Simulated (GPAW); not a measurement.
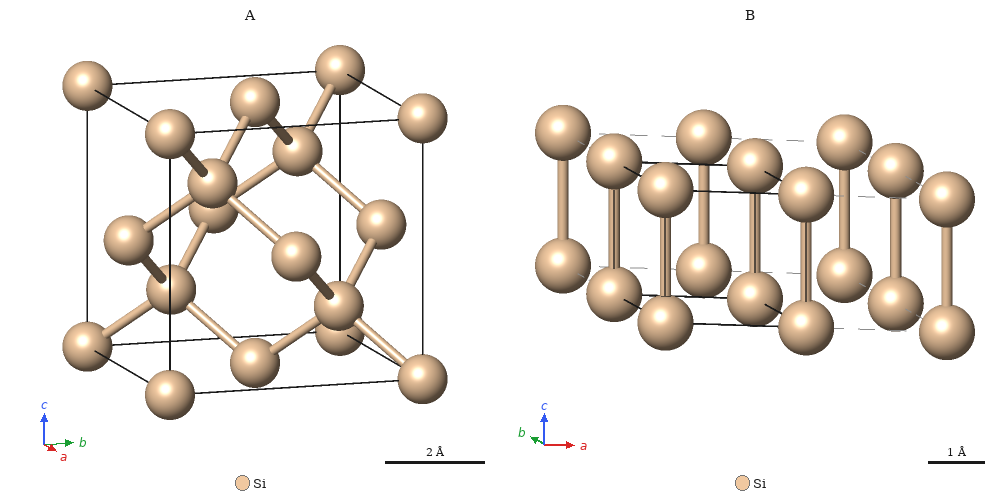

Two structures of Si, each relaxed (cell and atoms) at zero pressure; conventional cells in solid outline, small ones repeated, each panel with its own scale. Alike in all runs: GPAW 26.7.0; functional PBEsol; dispersion D3(BJ); potentials PAW data sets generated in the run's folder for this functional; cutoff 600 eV; occupations fermi-dirac, width 0.05 eV; no spin polarisation; no spin-orbit coupling. The k meshes have like spacings.

### Give the type and space group of each panel.

A: diamond, Fd-3m; B: simple hexagonal, P6/mmm.

### Rank them by energy, lowest first.

A, then B (+91 meV/atom), static energies at zero smearing.

### Could pressure favour another of these structures?

B is denser (14.3 against 19.7 Å³/atom), so pressure favours it. Setting PΔV equal to ΔE at fixed volumes gives a first estimate of 2.7 GPa for the crossing; compression of both forms, other phases and heat would move it.

### Collect the results in a table.

| panel | space group | E − E(lowest) (meV/atom) | volume (Å³/atom) | gap (eV) |
| --- | --- | --- | --- | --- |
| A | Fd-3m | 0 | 19.7 | 0.48 |
| B | P6/mmm | 91 | 14.3 | metal |

The starts are database entries or structure types tried for this composition, and the most stable form need not be among them. Gaps are the least found on the k-mesh, which misses some points of high symmetry; where the band edges lie there, the true gap is smaller, at times by an eV.

Caveat: later steps reuse the first step's grids; semilocal functionals give gaps below the measured ones.
